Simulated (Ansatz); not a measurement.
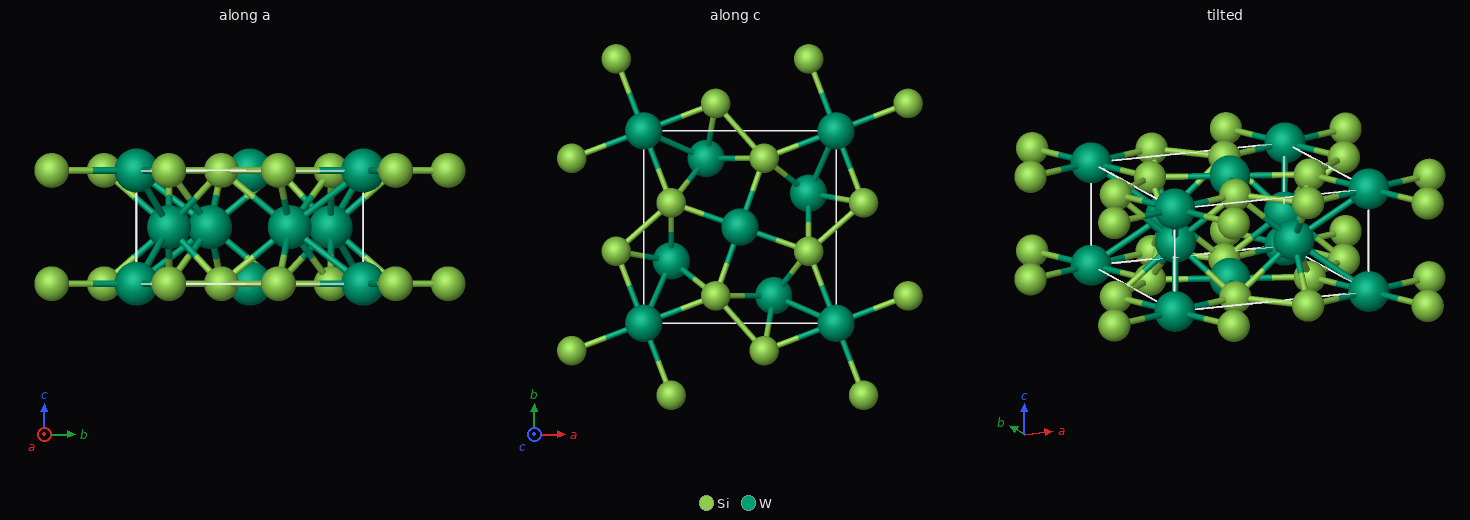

A ball-and-stick rendering, viewed along the a axis, along the c axis and slightly off an axis. The edges of the conventional unit cell are marked. A few atoms beyond the faces are included. Cell: a = 6.630 Å, b = 6.630 Å, c = 3.312 Å, α = 90.00°, β = 90.00°, γ = 90.00°.

Describe the arrangement of the atoms.

The formula is Si$_{2}$W$_{3}$. Space group P4/m (No. 83), lattice primitive tetragonal. The cell has 10 atoms, namely 4 Si, 6 W. The numbers of neighbours within bonding distance are Si 9 and W 4 to 12 (mean 8.0). Not all metal-metal contacts are counted.

It goes back to a structure listed in the Materials Project. The cell was then strained or its atoms displaced on purpose. It went into a calculation with Ansatz.
